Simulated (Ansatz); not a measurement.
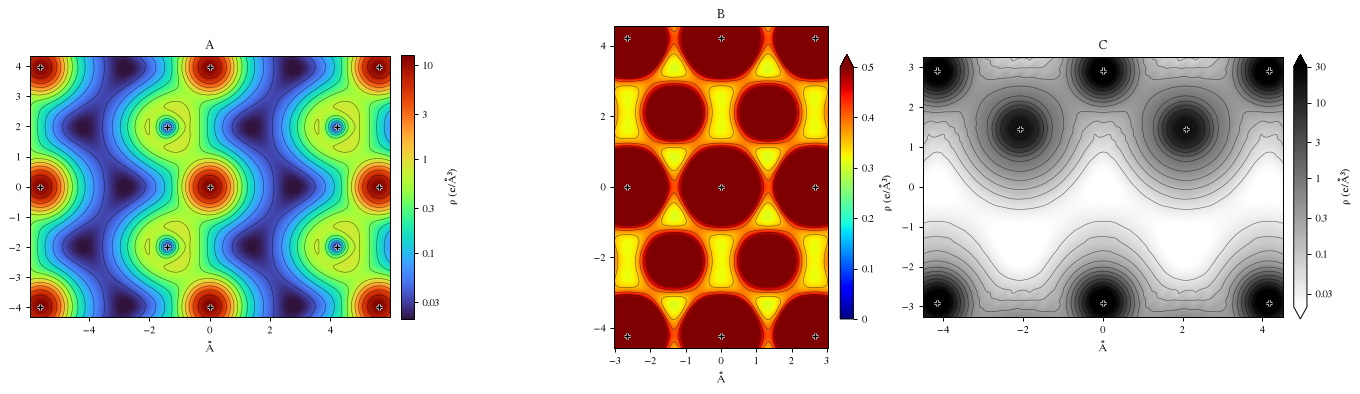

The valence pseudo-density of 3 systems, each on a plane through atoms (crosses mark nuclei in the plane).

Theory: DFT, LDA, PAW with Ansatz's default frozen-core files, scalar-relativistic; relaxation of cell and atoms in Ansatz.

System 1: Ru, the (100) plane of the conventional cell. Space group P6₃/mmc; computed without spin polarisation.

```yaml
crystal:
  lattice:
    - [2.67347, 0.00000, 0.00000]
    - [-1.33674, 2.31530, 0.00000]
    - [0.00000, 0.00000, 4.21918]
  atoms:
    - { symbol: Ru, position: [0.33333, 0.66667, 0.25000] }
    - { symbol: Ru, position: [0.66667, 0.33333, 0.75000] }
```

System 2: InP, the (011) plane of the conventional cell. Space group F-43m; computed pressure about 10 GPa in this cell.

```xyz
8
Lattice="5.6184 0.0000 0.0000 0.0000 0.0000 -5.6184 0.0000 5.6184 0.0000" Properties=species:S:1:pos:R:3 pbc="T T T"
In    2.8092    0.0000   -2.8092
In    0.0000    2.8092   -2.8092
In    0.0000    0.0000    0.0000
In    2.8092    2.8092    0.0000
P     4.2138    1.4046   -4.2138
P     1.4046    4.2138   -4.2138
P     1.4046    1.4046   -1.4046
P     4.2138    4.2138   -1.4046
```

System 3: CuI, the (100) plane of the conventional cell. Space group I-4m2; changed on purpose from its base cell (in-plane strain +0.005, out-of-plane length and atoms relaxed by PAW); computed without spin polarisation.

```xyz
4
Lattice="2.9456 2.9456 0.0000 -2.9456 2.9456 0.0000 0.0000 0.0000 5.8233" Properties=species:S:1:pos:R:3 pbc="T T T"
Cu    1.4728    1.4728    4.3675
Cu   -1.4728    1.4728    1.4558
I     0.0000    0.0000    0.0000
I     0.0000    2.9456    2.9117
```

**Match each panel to its system.**

Panel A is system 2, InP: the plane holds In and P. In–P (2.43 Å): ρ at the midpoint is about 0.53 e/Å³. Panel B is system 1, Ru: the plane holds Ru. Ru–Ru (2.67 Å): the density is about 0.41 e/Å³ at the midpoint. Panel C is system 3, CuI: the plane holds Cu and I. Cu–I (2.54 Å): ρ at the midpoint is about 0.47 e/Å³, with its minimum of 0.42 e/Å³ about 1.1 Å from Cu.
